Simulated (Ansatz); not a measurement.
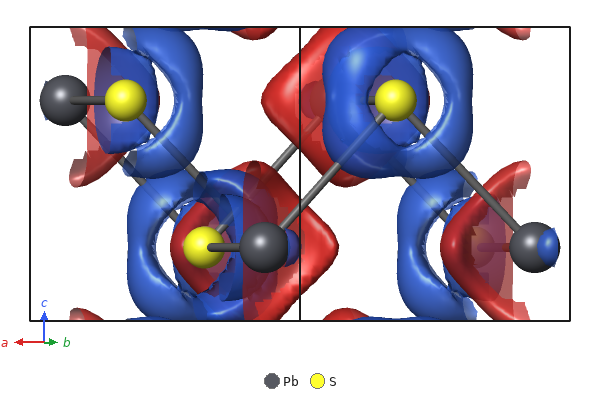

The picture shows: PbS. Bonding charge density, ρ(crystal) − Σ ρ(neutral atoms): blue surfaces at +0.04 and red ones at −0.04 e/Å³, in the conventional cell seen along [110] (the regions close to the nuclei are left out). Cores are masked to 0.9 Å (Pb) and 0.7 Å (S).

Space group Cmcm. The cell comes from a database of computed structures, not from a measurement.

These are results of DFT r2SCAN, scalar-relativistic, plane waves, PAW in Ansatz, not measurements.

In a PAW calculation such maps are meaningful between the atoms, not at the nuclei.

```
Pb S
1.0
     4.15991    0.00000    0.00000
     0.00000   11.98259    0.00000
     0.00000    0.00000    4.27932
Pb S
4 4
Direct
  0.00000 0.13056 0.75000
  0.50000 0.63056 0.75000
  0.50000 0.36944 0.25000
  0.00000 0.86944 0.25000
  0.00000 0.35480 0.75000
  0.50000 0.85480 0.75000
  0.50000 0.14520 0.25000
  0.00000 0.64520 0.25000
```

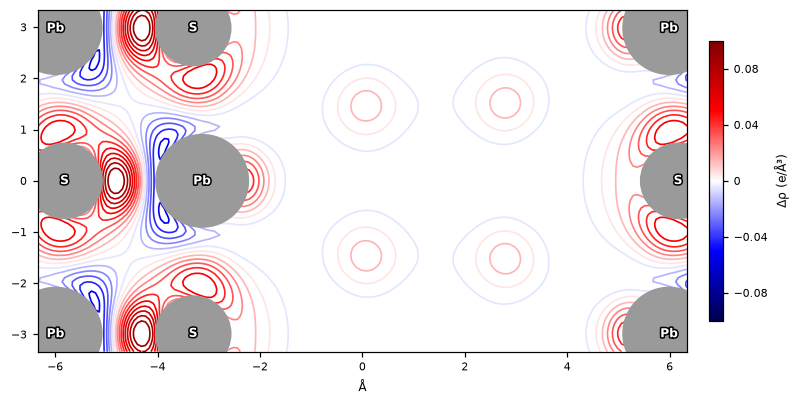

The same field as a map on the (101) plane of the conventional cell, with grey discs over the atomic cores.

Where does charge go when the atoms form this crystal?

Answer. Pb–S (2.69 Å): Δρ is +0.06 e/Å³ at the midpoint. Over the whole cell, outside the masked cores, the largest gain, 0.1 e/Å³, lies 1.1 Å from a sulfur nucleus and 1.6 Å from a lead one, and the largest loss, 0.06 e/Å³, lies 1.0 Å from a lead nucleus. In all about 0.24 e an atom is rearranged against the free atoms. Bader charges: Pb +1.03 and S −1.03 e.
